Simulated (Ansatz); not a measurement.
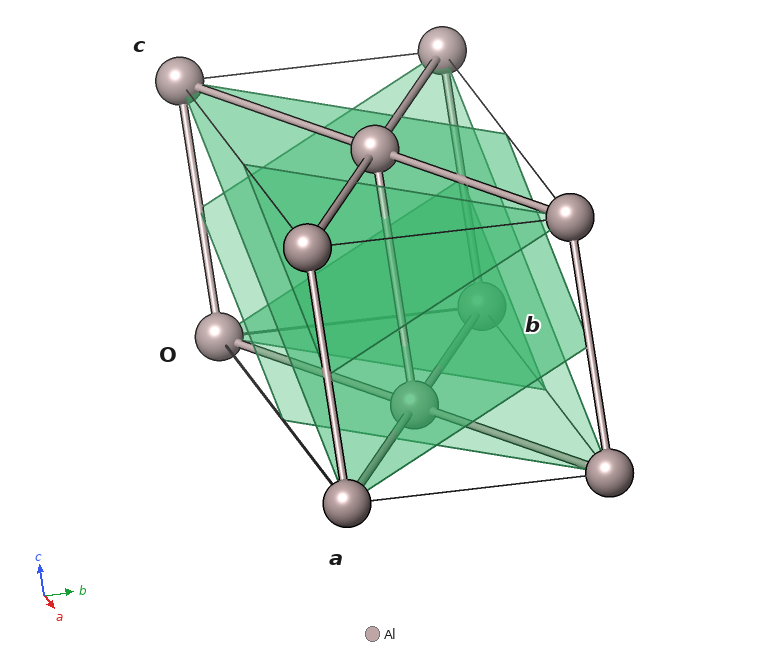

For Al, the end point of a relaxation (final pressure about -3.2 GPa) with DFT PBEsol, scalar-relativistic, plane waves, PAW (Ansatz 0.2.0): every member of one family of equally spaced planes, hx + ky + lz = a whole number, that cuts the unit cell is shaded (one member passes through the origin O). The drawing is computed from the coordinates (standard cell, symmetry found to 0.002 Å).

a = 4.822 Å, b = 2.953 Å, c = 2.815 Å, α = 90.00°, β = 122.03°, γ = 90.00°.

Q: Which (hkl) family is drawn?

A: (2 −1 2); the opposite sign names the same planes. The member next to the origin meets the axes a at 1/2, b at −1, c at 1/2.

Q: What is the spacing?

A: d = 0.819 Å.

Q: Which atoms of the cell lie in these planes (within 0.03 Å)?

A: 1 of the 2 Al.
